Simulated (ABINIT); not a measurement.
Run report: Y, geometry relaxation (part 2 of 2)

Continued. System: Y (P6₃/mmc, 2 atoms in the cell). Method: Kohn-Sham DFT of a periodic cell, PBE, JTH PAW PBE v2.0, no spin polarisation (ABINIT 10.8.3); cutoff 435.38 eV, 6×6×4 k-mesh, fermi-dirac of 0.05 eV. The structure derives from an entry of the Crystallography Open Database. The geometry was changed: uniaxial strain of -1 %.

Geometry of the input (Å; fractional positions):
```
3.6474  0.0000  0.0000
-1.8237  3.1587  0.0000
0.0000  0.0000  5.6733
Y  0.6667  0.3333  0.7500
Y  0.3333  0.6667  0.2500
```

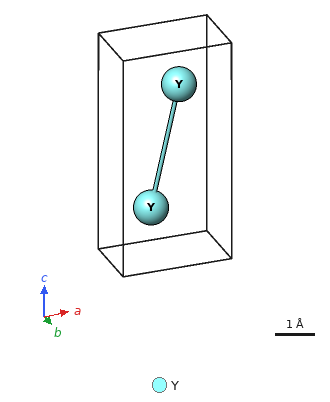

*The structure as given in the input (ball-and-stick view of the cell of the calculation, seen at an oblique angle). An atom can appear more than once, as a periodic image.*

**Log, continued**
```
 Mean square residual over all n,k,spin=   41.320E-09; max=  46.382E-07
   0.0000  0.0000  0.0000    1  4.63821E-06 kpt; spin; max resid(k); each band:
  1.28E-13 3.02E-14 3.07E-13 1.62E-15 1.60E-14 6.07E-16 6.48E-16 6.39E-16
  1.90E-13 3.80E-14 1.42E-11 6.90E-09 2.47E-07 7.94E-07 4.64E-06
   0.1667  0.0000  0.0000    1  3.18059E-06 kpt; spin; max resid(k); each band:
  1.14E-13 2.94E-14 2.36E-13 4.65E-14 6.78E-15 2.70E-14 8.14E-16 6.32E-15
  1.87E-13 6.27E-14 3.54E-13 3.58E-11 1.07E-07 3.18E-06 4.86E-07
   0.3333  0.0000  0.0000    1  4.12251E-13 kpt; spin; max resid(k); each band:
  9.41E-14 2.27E-14 1.61E-13 1.29E-13 7.85E-14 1.58E-15 2.53E-14 5.12E-16
  2.15E-13 2.62E-14 1.16E-13 1.44E-13 3.75E-13 1.75E-13 4.12E-13
   0.5000  0.0000  0.0000    1  2.73468E-13 kpt; spin; max resid(k); each band:
  7.30E-14 3.02E-14 1.86E-13 1.08E-13 1.30E-13 1.62E-15 3.97E-14 8.02E-16
  1.89E-13 3.19E-14 6.38E-14 2.73E-13 1.46E-13 1.24E-15 1.63E-13
   0.1667  0.1667  0.0000    1  4.83721E-10 kpt; spin; max resid(k); each band:
  9.95E-14 2.51E-14 1.83E-13 6.18E-14 6.06E-14 2.76E-14 1.25E-14 2.03E-14
  2.06E-13 9.52E-14 1.50E-13 4.08E-14 3.64E-12 6.74E-12 4.84E-10
   0.3333  0.1667  0.0000    1  2.44283E-13 kpt; spin; max resid(k); each band:
  7.27E-14 2.26E-14 1.38E-13 8.69E-14 1.29E-13 4.35E-14 4.64E-14 2.01E-14
  2.18E-13 5.50E-14 4.95E-14 1.77E-13 5.58E-14 1.31E-13 2.44E-13
   0.3333  0.3333  0.0000    1  1.70375E-13 kpt; spin; max resid(k); each band:
  3.79E-14 3.79E-14 1.10E-13 1.05E-13 1.05E-13 8.67E-14 8.66E-14 4.57E-14
  1.16E-15 1.70E-13 1.70E-13 1.44E-13 9.87E-14 9.74E-14 7.86E-14
   0.0000  0.0000  0.2500    1  1.82511E-06 kpt; spin; max resid(k); each band:
  1.18E-13 5.60E-14 2.32E-13 5.20E-15 6.74E-15 3.26E-14 1.15E-15 1.14E-15
  2.12E-13 1.52E-13 3.36E-12 9.55E-12 3.79E-07 1.83E-06 6.23E-10
   0.1667  0.0000  0.2500    1  3.81430E-07 kpt; spin; max resid(k); each band:
  1.08E-13 4.81E-14 1.98E-13 5.14E-14 4.21E-14 2.44E-15 4.38E-15 8.28E-15
  2.11E-13 1.74E-13 1.86E-13 2.37E-11 9.80E-09 3.81E-07 7.53E-08
   0.3333  0.0000  0.2500    1  7.63431E-11 kpt; spin; max resid(k); each band:
  8.71E-14 3.60E-14 1.88E-13 1.30E-13 7.86E-14 1.58E-15 8.54E-15 7.96E-15
  2.06E-13 1.22E-13 6.98E-14 1.40E-13 3.22E-13 8.23E-12 7.63E-11
   0.5000  0.0000  0.2500    1  2.73424E-13 kpt; spin; max resid(k); each band:
  6.86E-14 3.78E-14 2.58E-13 1.60E-13 6.19E-14 1.58E-15 1.63E-14 8.45E-15
  1.12E-13 8.16E-14 1.62E-13 1.29E-13 2.73E-13 1.26E-13 4.42E-14
   0.1667  0.1667  0.2500    1  6.36001E-10 kpt; spin; max resid(k); each band:
  9.26E-14 4.23E-14 1.50E-13 9.29E-14 6.28E-14 3.37E-14 1.77E-14 3.10E-15
  2.08E-13 1.89E-13 7.15E-14 5.09E-14 3.95E-12 6.36E-10 4.35E-10
   0.3333  0.1667  0.2500    1  1.69409E-11 kpt; spin; max resid(k); each band:
  6.86E-14 3.76E-14 1.81E-13 1.44E-13 5.89E-14 4.76E-14 2.98E-14 1.14E-14
  1.70E-13 1.05E-13 7.99E-14 1.57E-13 1.26E-13 1.16E-13 1.69E-11
   0.3333  0.3333  0.2500    1  2.99770E-10 kpt; spin; max resid(k); each band:
  4.60E-14 4.60E-14 1.57E-13 1.56E-13 1.05E-13 5.48E-14 2.88E-14 2.87E-14
  3.75E-14 1.28E-13 1.28E-13 1.38E-13 1.43E-13 1.36E-13 3.00E-10
   0.0000  0.0000  0.5000    1  8.10605E-09 kpt; spin; max resid(k); each band:
  9.25E-14 9.25E-14 1.18E-13 1.19E-13 4.31E-15 4.95E-15 4.91E-15 2.11E-15
  2.23E-13 2.25E-13 1.56E-12 8.11E-09 6.52E-14 5.80E-14 5.41E-14
   0.1667  0.0000  0.5000    1  8.75662E-07 kpt; spin; max resid(k); each band:
  8.46E-14 8.47E-14 1.13E-13 1.13E-13 2.59E-14 2.62E-14 1.56E-15 1.23E-14
  2.31E-13 2.31E-13 5.45E-13 3.62E-11 4.88E-12 8.76E-07 5.70E-13
   0.3333  0.0000  0.5000    1  9.86450E-12 kpt; spin; max resid(k); each band:
  6.62E-14 6.62E-14 1.75E-13 1.75E-13 2.23E-15 2.58E-14 2.39E-14 2.41E-14
  1.80E-13 1.80E-13 8.74E-14 1.06E-13 1.37E-13 9.86E-12 3.97E-12
   0.5000  0.0000  0.5000    1  2.47110E-12 kpt; spin; max resid(k); each band:
  5.52E-14 5.52E-14 2.50E-13 2.50E-13 1.63E-15 2.74E-14 1.29E-14 1.29E-14
  9.44E-14 9.44E-14 1.05E-13 1.05E-13 2.37E-13 2.47E-12 5.73E-13
   0.1667  0.1667  0.5000    1  6.77084E-11 kpt; spin; max resid(k); each band:
  7.11E-14 7.14E-14 1.36E-13 1.18E-13 3.29E-14 3.49E-14 1.93E-14 1.96E-14
  2.08E-13 2.10E-13 7.10E-14 8.46E-14 8.46E-13 6.77E-11 3.99E-12
   0.3333  0.1667  0.5000    1  1.29674E-12 kpt; spin; max resid(k); each band:
  5.63E-14 5.75E-14 1.85E-13 1.80E-13 4.66E-14 4.46E-14 9.32E-15 8.78E-15
  1.03E-13 1.02E-13 1.38E-13 1.42E-13 1.43E-13 1.30E-12 5.61E-13
   0.3333  0.3333  0.5000    1  2.20538E-11 kpt; spin; max resid(k); each band:
  5.16E-14 5.16E-14 1.72E-13 1.73E-13 7.89E-14 7.95E-14 4.00E-15 3.99E-15
  1.06E-13 1.08E-13 4.40E-14 4.00E-14 2.15E-13 2.14E-13 2.21E-11
 reduced coordinates (array xred) for    2 atoms
       0.666666666667      0.333333333333      0.750000000000
       0.333333333333      0.666666666667      0.250000000000
 rms dE/dt=  1.4911E-27; max dE/dt=  2.1541E-27; dE/dt below (all hartree)
    1       0.000000000000      0.000000000000      0.000000000000
    2      -0.000000000000     -0.000000000000      0.000000000000

 cartesian coordinates (angstrom) at end:
    1      1.82370000000000     1.05291368593333     4.25497050000000
    2      0.00000000000000     2.10582737186667     1.41832350000000

 cartesian forces (hartree/bohr) at end:
    1     -0.00000000000000    -0.00000000000000    -0.00000000000000
    2      0.00000000000000     0.00000000000000    -0.00000000000000
 frms,max,avg= 2.7065590E-28 4.0598384E-28   0.000E+00  0.000E+00  0.000E+00 h/b

 cartesian forces (eV/Angstrom) at end:
    1     -0.00000000000000    -0.00000000000000    -0.00000000000000
    2      0.00000000000000     0.00000000000000    -0.00000000000000
 frms,max,avg= 1.3917686E-26 2.0876529E-26   0.000E+00  0.000E+00  0.000E+00 e/A
 length scales=  1.889726125908  1.889726125908  1.889726125908 bohr
              =  1.000000000000  1.000000000000  1.000000000000 angstroms
 Fermi (or HOMO) energy (hartree) =   0.27887   Average Vxc (hartree)=  -0.35221
 Eigenvalues (hartree) for nkpt=  21  k points:
 kpt#   1, nband= 15, wtk=  0.00694, kpt=  0.0000  0.0000  0.0000 (reduced coord)
  -1.29029   -1.28743   -0.56602   -0.54848   -0.54848   -0.54501   -0.54501   -0.54336
   0.10632    0.20977    0.31241    0.34139    0.34139    0.35539    0.36440
      occupation numbers for kpt#   1
   2.00000    2.00000    2.00000    2.00000    2.00000    2.00000    2.00000    2.00000
   2.00000    2.00000    0.00000    0.00000    0.00000    0.00000    0.00000
 kpt#   2, nband= 15, wtk=  0.04167, kpt=  0.1667  0.0000  0.0000 (reduced coord)
  -1.28981   -1.28728   -0.56424   -0.55187   -0.54963   -0.54851   -0.54544   -0.54426
   0.12712    0.22812    0.29233    0.30829    0.34511    0.35901    0.36129
      occupation numbers for kpt#   2
   2.00000    2.00000    2.00000    2.00000    2.00000    2.00000    2.00000    2.00000
   2.00000    2.00000    0.00132    0.00000    0.00000    0.00000    0.00000
 kpt#   3, nband= 15, wtk=  0.04167, kpt=  0.3333  0.0000  0.0000 (reduced coord)
  -1.28873   -1.28709   -0.55987   -0.55870   -0.55507   -0.55177   -0.54686   -0.54645
   0.17776    0.24633    0.26088    0.28092    0.33686    0.33792    0.33926
      occupation numbers for kpt#   3
   2.00000    2.00000    2.00000    2.00000    2.00000    2.00000    2.00000    2.00000
   2.00000    2.00000    1.99989    0.49522    0.00000    0.00000    0.00000
 kpt#   4, nband= 15, wtk=  0.02083, kpt=  0.5000  0.0000  0.0000 (reduced coord)
  -1.28806   -1.28712   -0.56212   -0.55817   -0.55659   -0.55278   -0.54925   -0.54700
   0.21612    0.23365    0.24781    0.27288    0.33033    0.33033    0.35499
      occupation numbers for kpt#   4
   2.00000    2.00000    2.00000    2.00000    2.00000    2.00000    2.00000    2.00000
   2.00000    2.00000    2.00000    1.92607    0.00000    0.00000    0.00000
 kpt#   5, nband= 15, wtk=  0.04167, kpt=  0.1667  0.1667  0.0000 (reduced coord)
  -1.28902   -1.28712   -0.56112   -0.55539   -0.55501   -0.55036   -0.54720   -0.54605
   0.16390    0.25328    0.27001    0.27988    0.33120    0.33122    0.35285
      occupation numbers for kpt#   5
   2.00000    2.00000    2.00000    2.00000    2.00000    2.00000    2.00000    2.00000
   2.00000    2.00000    1.98401    0.73201    0.00000    0.00000    0.00000
 kpt#   6, nband= 15, wtk=  0.08333, kpt=  0.3333  0.1667  0.0000 (reduced coord)
  -1.28806   -1.28712   -0.56036   -0.55717   -0.55665   -0.55373   -0.54919   -0.54899
   0.21620    0.25126    0.25236    0.26855    0.32006    0.33215    0.35018
      occupation numbers for kpt#   6
   2.00000    2.00000    2.00000    2.00000    2.00000    2.00000    2.00000    2.00000
   2.00000    2.00000    2.00000    1.99277    0.00000    0.00000    0.00000
 kpt#   7, nband= 15, wtk=  0.01389, kpt=  0.3333  0.3333  0.0000 (reduced coord)
  -1.28743   -1.28743   -0.55977   -0.55622   -0.55622   -0.55269   -0.55269   -0.55225
   0.25122    0.25250    0.25250    0.26049    0.31762    0.31762    0.36455
      occupation numbers for kpt#   7
   2.00000    2.00000    2.00000    2.00000    2.00000    2.00000    2.00000    2.00000
   2.00000    2.00000    2.00000    1.99991    0.00000    0.00000    0.00000
 kpt#   8, nband= 15, wtk=  0.01389, kpt=  0.0000  0.0000  0.2500 (reduced coord)
  -1.28988   -1.28785   -0.56287   -0.54797   -0.54797   -0.54685   -0.54552   -0.54552
   0.12122    0.19798    0.30347    0.33562    0.33563    0.34128    0.35295
      occupation numbers for kpt#   8
   2.00000    2.00000    2.00000    2.00000    2.00000    2.00000    2.00000    2.00000
   2.00000    2.00000    0.00000    0.00000    0.00000    0.00000    0.00000
 kpt#   9, nband= 15, wtk=  0.08333, kpt=  0.1667  0.0000  0.2500 (reduced coord)
  -1.28944   -1.28766   -0.56196   -0.55117   -0.55041   -0.54902   -0.54606   -0.54555
   0.14082    0.21625    0.28368    0.31144    0.33569    0.34670    0.34835
      occupation numbers for kpt#   9
   2.00000    2.00000    2.00000    2.00000    2.00000    2.00000    2.00000    2.00000
   2.00000    2.00000    0.13655    0.00000    0.00000    0.00000    0.00000
 kpt#  10, nband= 15, wtk=  0.08333, kpt=  0.3333  0.0000  0.2500 (reduced coord)
  -1.28849   -1.28733   -0.56201   -0.55778   -0.55383   -0.55100   -0.54724   -0.54686
   0.18568    0.23711    0.26347    0.28599    0.32275    0.33986    0.34863
      occupation numbers for kpt#  10
   2.00000    2.00000    2.00000    2.00000    2.00000    2.00000    2.00000    2.00000
   2.00000    2.00000    1.99954    0.04075    0.00000    0.00000    0.00000
 kpt#  11, nband= 15, wtk=  0.04167, kpt=  0.5000  0.0000  0.2500 (reduced coord)
  -1.28792   -1.28726   -0.56398   -0.56080   -0.55301   -0.55195   -0.54820   -0.54786
   0.21101    0.23151    0.26762    0.26864    0.33443    0.34053    0.34280
      occupation numbers for kpt#  11
   2.00000    2.00000    2.00000    2.00000    2.00000    2.00000    2.00000    2.00000
   2.00000    2.00000    1.99563    1.99238    0.00000    0.00000    0.00000
 kpt#  12, nband= 15, wtk=  0.08333, kpt=  0.1667  0.1667  0.2500 (reduced coord)
  -1.28874   -1.28740   -0.56118   -0.55609   -0.55287   -0.55110   -0.54789   -0.54605
   0.17460    0.24119    0.26766    0.28530    0.32368    0.33731    0.34667
      occupation numbers for kpt#  12
   2.00000    2.00000    2.00000    2.00000    2.00000    2.00000    2.00000    2.00000
   2.00000    2.00000    1.99554    0.05889    0.00000    0.00000    0.00000
 kpt#  13, nband= 15, wtk=  0.16667, kpt=  0.3333  0.1667  0.2500 (reduced coord)
  -1.28792   -1.28726   -0.56220   -0.55977   -0.55475   -0.55181   -0.55003   -0.54741
   0.21803    0.24475    0.26217    0.27737    0.31603    0.31972    0.35329
      occupation numbers for kpt#  13
   2.00000    2.00000    2.00000    2.00000    2.00000    2.00000    2.00000    2.00000
   2.00000    2.00000    1.99977    1.38825    0.00000    0.00000    0.00000
 kpt#  14, nband= 15, wtk=  0.02778, kpt=  0.3333  0.3333  0.2500 (reduced coord)
  -1.28743   -1.28743   -0.55960   -0.55960   -0.55869   -0.55338   -0.54921   -0.54921
   0.25641    0.25707    0.25707    0.26232    0.30541    0.30541    0.36482
      occupation numbers for kpt#  14
   2.00000    2.00000    2.00000    2.00000    2.00000    2.00000    2.00000    2.00000
   1.99999    1.99999    1.99999    1.99975    0.00000    0.00000    0.00000
 kpt#  15, nband= 15, wtk=  0.00694, kpt=  0.0000  0.0000  0.5000 (reduced coord)
  -1.28887   -1.28887   -0.55503   -0.55503   -0.54675   -0.54675   -0.54675   -0.54675
   0.15950    0.15950    0.31376    0.31376    0.33802    0.33802    0.33802
      occupation numbers for kpt#  15
   2.00000    2.00000    2.00000    2.00000    2.00000    2.00000    2.00000    2.00000
   2.00000    2.00000    0.00000    0.00000    0.00000    0.00000    0.00000
 kpt#  16, nband= 15, wtk=  0.04167, kpt=  0.1667  0.0000  0.5000 (reduced coord)
  -1.28855   -1.28855   -0.55639   -0.55639   -0.54827   -0.54827   -0.54755   -0.54755
   0.17690    0.17690    0.29918    0.29918    0.33018    0.33018    0.35193
      occupation numbers for kpt#  16
   2.00000    2.00000    2.00000    2.00000    2.00000    2.00000    2.00000    2.00000
   2.00000    2.00000    0.00003    0.00003    0.00000    0.00000    0.00000
 kpt#  17, nband= 15, wtk=  0.04167, kpt=  0.3333  0.0000  0.5000 (reduced coord)
  -1.28791   -1.28791   -0.56113   -0.56113   -0.54913   -0.54913   -0.54909   -0.54909
   0.20827    0.20827    0.28297    0.28297    0.32193    0.32193    0.37444
      occupation numbers for kpt#  17
   2.00000    2.00000    2.00000    2.00000    2.00000    2.00000    2.00000    2.00000
   2.00000    2.00000    0.19447    0.19447    0.00000    0.00000    0.00000
 kpt#  18, nband= 15, wtk=  0.02083, kpt=  0.5000  0.0000  0.5000 (reduced coord)
  -1.28759   -1.28759   -0.56394   -0.56394   -0.54992   -0.54992   -0.54897   -0.54897
   0.21706    0.21706    0.28040    0.28040    0.32858    0.32858    0.37878
      occupation numbers for kpt#  18
   2.00000    2.00000    2.00000    2.00000    2.00000    2.00000    2.00000    2.00000
   2.00000    2.00000    0.60766    0.60766    0.00000    0.00000    0.00000
 kpt#  19, nband= 15, wtk=  0.04167, kpt=  0.1667  0.1667  0.5000 (reduced coord)
  -1.28807   -1.28807   -0.55931   -0.55931   -0.55032   -0.55032   -0.54798   -0.54798
   0.20384    0.20384    0.28626    0.28626    0.31706    0.31706    0.36755
      occupation numbers for kpt#  19
   2.00000    2.00000    2.00000    2.00000    2.00000    2.00000    2.00000    2.00000
   2.00000    2.00000    0.03518    0.03518    0.00000    0.00000    0.00000
 kpt#  20, nband= 15, wtk=  0.08333, kpt=  0.3333  0.1667  0.5000 (reduced coord)
  -1.28759   -1.28759   -0.56243   -0.56243   -0.55278   -0.55278   -0.54771   -0.54771
   0.22862    0.22862    0.28412    0.28412    0.30502    0.30502    0.37520
      occupation numbers for kpt#  20
   2.00000    2.00000    2.00000    2.00000    2.00000    2.00000    2.00000    2.00000
   2.00000    2.00000    0.10900    0.10900    0.00000    0.00000    0.00000
 kpt#  21, nband= 15, wtk=  0.01389, kpt=  0.3333  0.3333  0.5000 (reduced coord)
  -1.28743   -1.28743   -0.56149   -0.56149   -0.55606   -0.55606   -0.54721   -0.54721
   0.26320    0.26320    0.26390    0.26390    0.29245    0.29245    0.37938
      occupation numbers for kpt#  21
   2.00000    2.00000    2.00000    2.00000    2.00000    2.00000    2.00000    2.00000
   1.99960    1.99960    1.99942    1.99942    0.00123    0.00123    0.00000
 Total charge density [el/Bohr^3]
)     Maximum=    5.3564E-01  at reduced coord.    0.7222    0.4444    0.7500
)Next maximum=    5.3564E-01  at reduced coord.    0.7222    0.2778    0.7500
)     Minimum=    1.1760E-02  at reduced coord.    0.0000    0.0000    0.2500
)Next minimum=    1.1760E-02  at reduced coord.    0.0000    0.0000    0.7500
   Integrated=    2.2000E+01

--- !EnergyTerms
iteration_state     : {dtset: 1, itime: 1, icycle: 1, }
comment             : Components of total free energy in Hartree
kinetic             :  2.16281975668164E+01
hartree             :  1.41359419525857E+01
xc                  : -1.59317426211871E+01
Ewald energy        : -5.78223449241603E+01
psp_core            :  1.50458194337364E+00
local_psp           : -6.10800117733107E+01
PAW spherical_terms :  2.01410440935990E+01
internal            : -7.74243337622834E+01
'-kT*entropy'       : -1.10041997746622E-03
total_energy        : -7.74254341822608E+01
total_energy_eV     : -2.10685339479628E+03
...

--- !EnergyTermsDC
iteration_state     : {dtset: 1, itime: 1, icycle: 1, }
comment             : '"Double-counting" decomposition of free energy'
band_energy         : -1.04030854601782E+01
Ewald energy        : -5.78223449241603E+01
psp_core            :  1.50458194337364E+00
xc_dc               : -1.50737414592098E+01
PAW spherical_terms :  4.37028216662696E+00
internal            : -7.74243077335477E+01
'-kT*entropy'       : -1.10041997746622E-03
total_energy_dc     : -7.74254081535252E+01
total_energy_dc_eV  : -2.10685268651830E+03
...

--- !EnergyTermsWithPAWCore
iteration_state     : {dtset: 1, itime: 1, icycle: 1, }
comment             : 'Components of total free energy, including PAW core contributions'
Total energy        : -6.77072289898259E+03
Total energy DC     : -6.77072287295385E+03
Total energy (eV)   : -1.84240755968723E+05
Total energy DC (eV): -1.84240755260445E+05
...

 Cartesian components of stress tensor (hartree/bohr^3)
  sigma(1 1)= -1.28740206E-05  sigma(3 2)=  0.00000000E+00
  sigma(2 2)= -1.28740207E-05  sigma(3 1)=  0.00000000E+00
  sigma(3 3)= -1.70226663E-06  sigma(2 1)=  0.00000000E+00

-Cartesian components of stress tensor (GPa)         [Pressure=  2.6921E-01 GPa]
- sigma(1 1)= -3.78766764E-01  sigma(3 2)=  0.00000000E+00
- sigma(2 2)= -3.78766766E-01  sigma(3 1)=  0.00000000E+00
- sigma(3 3)= -5.00824135E-02  sigma(2 1)=  0.00000000E+00

== END DATASET(S) ==============================================================
================================================================================

 -outvars: echo values of variables after computation  --------
            acell      1.8897261259E+00  1.8897261259E+00  1.8897261259E+00 Bohr
           etotal     -7.7425408154E+01
            fcart     -2.3439488208E-28 -4.0598384479E-28 -0.0000000000E+00
                       2.3439488208E-28  4.0598384479E-28 -0.0000000000E+00
            rprim      3.6474000000E+00  0.0000000000E+00  0.0000000000E+00
                      -1.8237000000E+00  3.1587410578E+00  0.0000000000E+00
                       0.0000000000E+00  0.0000000000E+00  5.6732940000E+00
           strten     -1.2874020627E-05 -1.2874020705E-05 -1.7022666338E-06
                       0.0000000000E+00  0.0000000000E+00  0.0000000000E+00
           xangst      1.8237000000E+00  1.0529136859E+00  4.2549705000E+00
                       1.0843505433E-17  2.1058273719E+00  1.4183235000E+00
             xred      6.6666666667E-01  3.3333333333E-01  7.5000000000E-01
                       3.3333333333E-01  6.6666666667E-01  2.5000000000E-01
 Calculation completed.
```

**Summary**

| quantity | value |
| --- | --- |
| outcome | converged |
| space group (tolerance 0.01 Å) | P6₃/mmc (194) |
| electrons treated | 22 |
| free energy | −2106.8527 eV |
| Fermi energy | 7.589 eV |
| gap on the k-point mesh | none (metallic) |
| pressure | 0.27 GPa |
| final volume | 65.36 Å³ |
| largest force (length of the vector) | under 0.001 eV/Å |
| hardware | 1 thread of Arm Neoverse V2, 24 GiB of memory available, shared host |
| wall time | 10 s |
| peak memory | 0.1 GiB |
